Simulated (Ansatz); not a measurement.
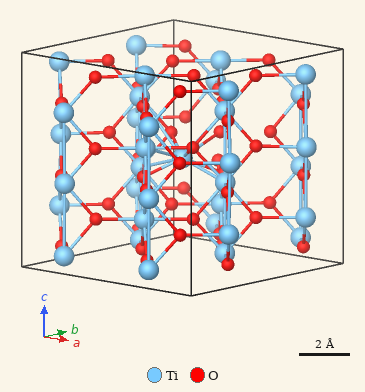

This is the input geometry for a relaxation of a defect cell of composition Ti24O49 (cell charge +1). A ball-and-stick model of the cell of the calculation (origin shifted), seen from a free direction.

Level of theory: DFT, PBEsol, PAW, plane waves in Ansatz.

(plane-wave cutoff 420 eV; k-point mesh 1 × 1 × 1; mesh shifted by (0.25, 0.25, 0.25); collinear spin; atoms relaxed in a fixed cell; force threshold 0.03 eV/Å; at most 80 steps)

```
CELL_PARAMETERS angstrom
9.18283 0.00000 0.00000
0.00000 9.18283 0.00000
0.00000 0.00000 8.81661
ATOMIC_POSITIONS crystal
Ti 0.99675 0.00069 0.99591
Ti 0.00182 0.00400 0.32922
Ti 0.99718 0.99872 0.66673
Ti 0.00157 0.50098 0.00086
Ti 0.00443 0.50281 0.32846
Ti 0.00149 0.50115 0.66774
Ti 0.49786 0.99896 0.99957
Ti 0.50204 0.00289 0.33197
Ti 0.49910 0.00173 0.66936
Ti 0.50389 0.49983 0.99649
Ti 0.50220 0.49820 0.66473
Ti 0.25017 0.25389 0.17005
Ti 0.24642 0.25035 0.49920
Ti 0.24933 0.25076 0.83191
Ti 0.24921 0.75351 0.16911
Ti 0.24824 0.74928 0.50024
Ti 0.25069 0.74761 0.83251
Ti 0.75320 0.24818 0.16832
Ti 0.74740 0.25209 0.50037
Ti 0.74832 0.25139 0.83736
Ti 0.74976 0.74990 0.16748
Ti 0.75137 0.74879 0.50311
Ti 0.75013 0.74849 0.83551
Ti 0.50096 0.24858 0.24824
O 0.49866 0.49943 0.33196
O 0.15133 0.15090 0.00041
O 0.15372 0.15477 0.33504
O 0.15159 0.14827 0.67063
O 0.15007 0.64836 0.99915
O 0.15334 0.65593 0.33101
O 0.15456 0.65158 0.66156
O 0.65150 0.15173 0.99749
O 0.65014 0.15039 0.33186
O 0.65284 0.15437 0.66770
O 0.65050 0.65646 0.99821
O 0.65714 0.65394 0.33112
O 0.64971 0.65163 0.66432
O 0.34801 0.34815 0.99719
O 0.34407 0.34730 0.33184
O 0.35154 0.35065 0.66470
O 0.34705 0.84980 0.00227
O 0.34739 0.84546 0.33158
O 0.34780 0.84526 0.66512
O 0.84764 0.34563 0.00286
O 0.84718 0.34654 0.33616
O 0.84406 0.34739 0.66421
O 0.84752 0.84672 0.99579
O 0.84656 0.84486 0.33164
O 0.84566 0.84761 0.66536
O 0.10058 0.40255 0.16661
O 0.10187 0.39869 0.49896
O 0.09705 0.40521 0.83416
O 0.09770 0.90157 0.16390
O 0.09878 0.90175 0.50149
O 0.09806 0.90230 0.83490
O 0.60046 0.40812 0.16705
O 0.59996 0.40394 0.50179
O 0.59952 0.39990 0.83354
O 0.59901 0.90182 0.16513
O 0.59807 0.90431 0.49981
O 0.59932 0.90523 0.83543
O 0.40604 0.09691 0.17023
O 0.40373 0.09750 0.49876
O 0.39721 0.09723 0.83323
O 0.40069 0.59567 0.17158
O 0.40248 0.59624 0.50360
O 0.40588 0.59940 0.82797
O 0.90502 0.09459 0.16624
O 0.90026 0.10212 0.49819
O 0.90355 0.09828 0.82863
O 0.90197 0.59975 0.17015
O 0.90160 0.59788 0.50136
O 0.89903 0.60067 0.83444
```

### Where does the relaxation end?

After 12 geometry steps the energy has fallen by 9.369 eV per cell of the calculation. Largest force component: 7.9 eV/Å at the start, 0.02 eV/Å at the end. Ti24 moves most: 0.93 Å roughly along [0 2 3]. Largest moves by element: Ti 0.93 Å, O 0.40 Å. The cell stays as it was. Near-neighbour distances that change, for instance: Ti24–O57 2.803 → 1.847 Å, Ti7–Ti24 3.172 → 4.032 Å, Ti12–Ti24 2.404 → 3.072 Å, Ti8–Ti24 2.374 → 3.019 Å. New bonds form: Ti24–O57 (2.80 → 1.85 Å). Bonds break: Ti24–O62 (1.78 → 2.42 Å). Among the angles between lasting bonds that change: Ti12–O39–Ti24 80.3° → 108.2°, Ti19–O33–Ti24 114.7° → 93.5°, Ti18–O56–Ti24 76.6° → 97.2°. The run took 29 s on 1 × NVIDIA GB300 Max-Q with 8 threads of Arm Neoverse-V2, peak memory 2 GiB.

Step by step:

```
step  E − E(0), meV/atom  largest force component, eV/Å
   0                0.00                         7.8926
   1              -69.18                         5.1189
   2             -107.98                         0.8729
   3             -118.17                         0.9819
   4             -124.03                         0.4925
   5             -125.93                         1.0926
   6             -127.75                         0.5029
   7             -127.99                         0.2884
   8             -128.17                         0.1932
   9             -128.28                         0.1875
  10             -128.30                         0.0957
  11             -128.34                         0.0200
  12             -128.34                         0.0200
```

The end point in the same view:

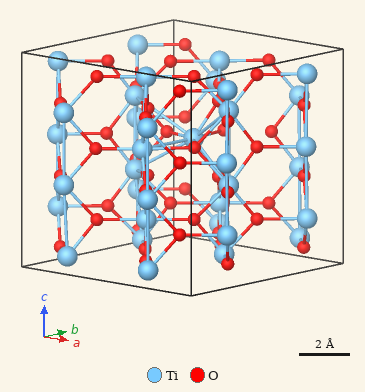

Limits of the set-up: the cell is charged, on a uniform background, and energies carry no finite-size correction.
